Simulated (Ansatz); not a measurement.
```
Zr O
1.0
     5.58339    0.00000    0.00000
    -2.79170    4.83536    0.00000
     0.00000    0.00000    5.15593
Zr O
6 2
Direct
  0.33939 0.00000 0.00000
  0.33939 0.33939 0.50000
  0.00000 0.33939 0.00000
  0.66061 0.00000 0.50000
  0.66061 0.66061 0.00000
  0.00000 0.66061 0.50000
  0.33333 0.66667 0.25000
  0.66667 0.33333 0.75000
```

Space group P6₃22.

Level of theory: Ansatz, DFT PBEsol, scalar-relativistic, plane waves, PAW.

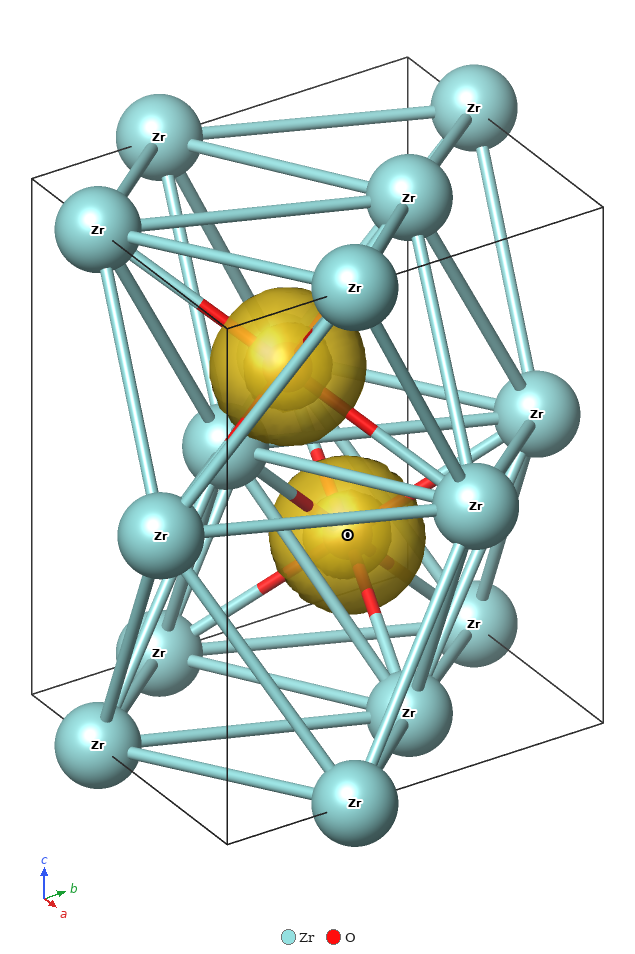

Zr3O. Isosurface of the electron localisation function at 0.75 (yellow), seen slightly off an axis. Only the valence region is drawn (cores and ρ < 0.01 e/Å³ removed). Sticks mark near contacts.

Where are the electrons localised?

The ELF exceeds this value in two regions wrapped around O (the valence shell of each), counted in one cell of 8 atoms. Any copies at cell faces, edges or corners count once. Profiles from the grid: Zr–O (2.25 Å): the ELF peaks at about 0.80 in the valence shell of O, 0.6 Å from its nucleus, and drops to about 0.10 between the two atoms; no shared electron pair shows on this line. Zr–Zr (3.14 Å): the ELF is about 0.15 at the midpoint (no shared electron pair shows on this line).

Does the calculation give a band gap?

It is gapless in this calculation (a metal or semimetal).
